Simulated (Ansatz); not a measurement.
TiSi2

```xyz
6
Lattice="-2.3895 4.1175 0.0000 -2.3895 -4.1175 0.0000 2.3895 0.0000 4.2629" Properties=species:S:1:pos:R:3 pbc="T T T"
Ti   -1.1457    1.9942    2.1136
Ti   -2.4327   -0.0085    0.0154
Si   -1.2190   -0.7695    2.1337
Si   -1.1830   -3.3888    2.1475
Si   -2.3454   -2.8005    0.0387
Si   -2.4444    2.8008    0.0090
```

Space group P1; a structure from a database of computed crystals, not necessarily the ambient phase; changed on purpose from its base cell (atoms moved at random by about 0.05 A); not relaxed (largest force 1.1 eV/Å); computed pressure about 3 GPa in this cell.

Theory: Ansatz 0.2.0, Kohn-Sham DFT of a periodic cell, PBE, Ansatz PAW.

The density is the valence pseudo-density of a PAW calculation; it isn't the true density close to the nuclei.

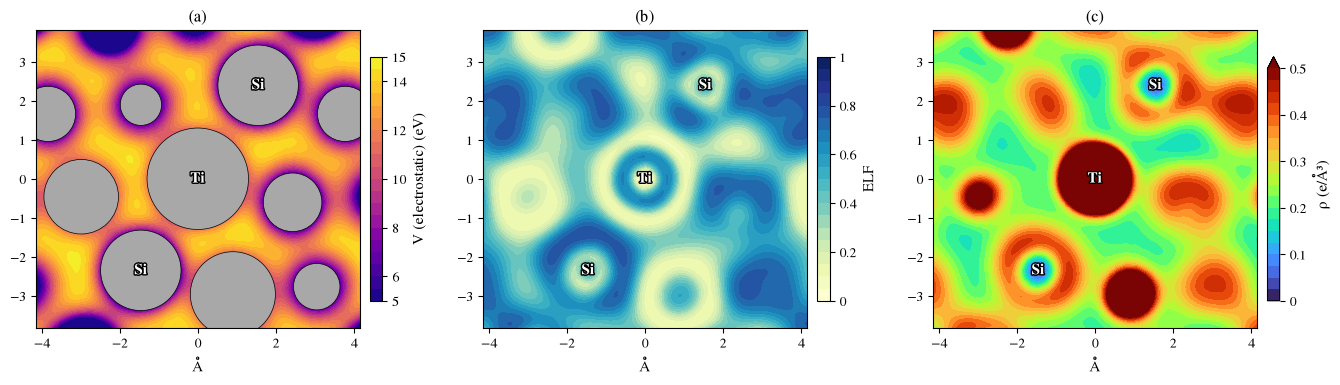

Figure 1. (a) electrostatic potential (local pseudopotential plus Hartree) felt by an electron; (b) ELF; (c) valence electron density on the (111) plane of the conventional cell. Grey discs cover the atomic cores in the potential map.

> What does the map show?

- Atoms in the plane: Ti and Si.
- Atoms just off the plane (Ti, 0.7 Å away and Si, 0.7 Å away) can leave unmarked features too.
- Between the atoms the lowest density in this plane is 0.15 e/Å³.
- The features right at Ti lie inside the PAW spheres, where the map follows smoothed inner orbitals and isn't to be read closely.
- Outside the cores the potential energy rises away from the atoms and is highest about 1.7 Å from the nearest atoms; its zero is arbitrary.

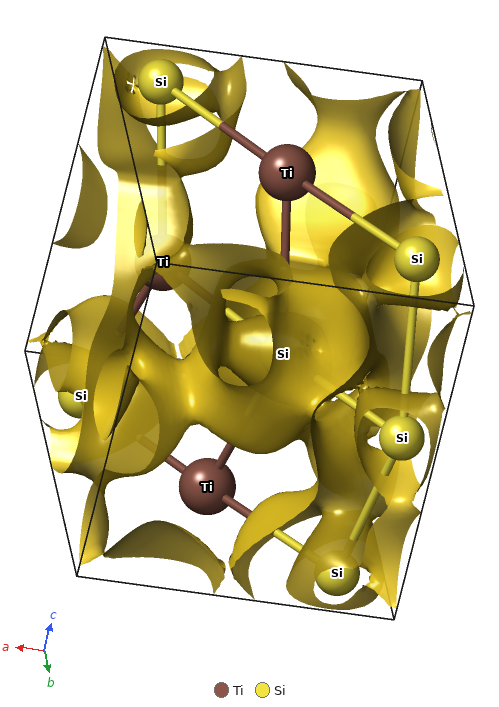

Figure 2. Isosurface of the electron localisation function at 0.55 (yellow), seen at an oblique angle. Core shells and regions of very low density are left out. Sticks mark near contacts.

> Where are the electrons localised?

At this value the surface marks out one network that runs through the whole crystal, counted in one cell of 6 atoms. Any copies at cell faces, edges or corners count once.


Si–Si (2.48 Å): the ELF peaks at about 0.80 between the atoms. Ti–Si (2.49 Å): the ELF peaks at about 0.75 in the valence shell of Si, 0.9 Å from its nucleus, and is about 0.40 at the midpoint.

> Metal or insulator at this level of theory?

It is metallic or semimetallic at this level of theory: no gap opens.
